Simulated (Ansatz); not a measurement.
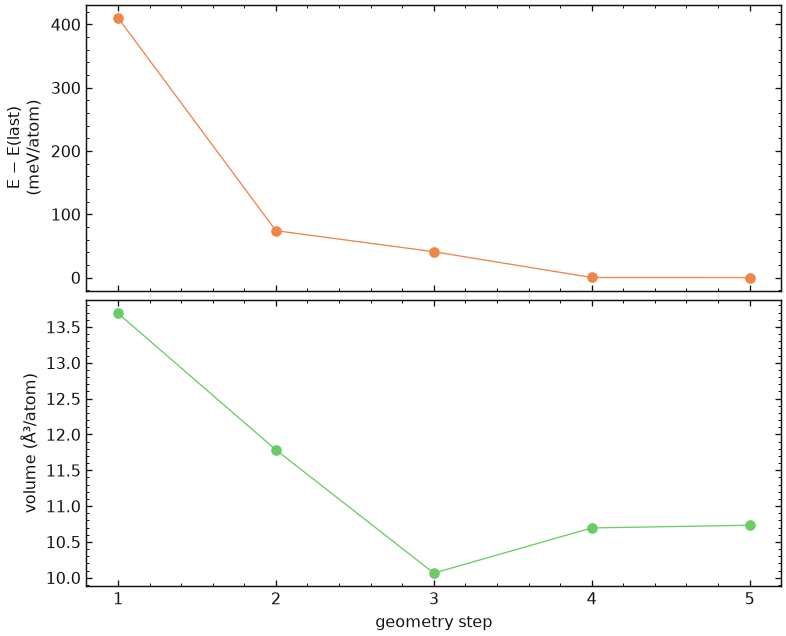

History of a geometry optimisation. Atoms and cell relax. A closing SCF on a freshly chosen basis isn't drawn.

The run: Mn (Fm-3m, 1 atom in the cell), by DFT PBE, scalar-relativistic, plane waves, PAW (Ansatz); cutoff 420 eV, 8×8×8 k-mesh, Gaussian smearing of 0.1 eV, collinear spins.

Q: How did it end, and what did it gain?

A: The optimisation met its thresholds at geometry 5, counting the start as the first. The energy fell by about 410 meV/atom from the first step to the last. All forces vanish by symmetry, so only the cell moves.

Q: What happens to the cell?

A: The volume shrinks from 13.7 to 10.7 Å³ per atom (−22 %), overshooting to 10.1 at step 3. The start was expanded.
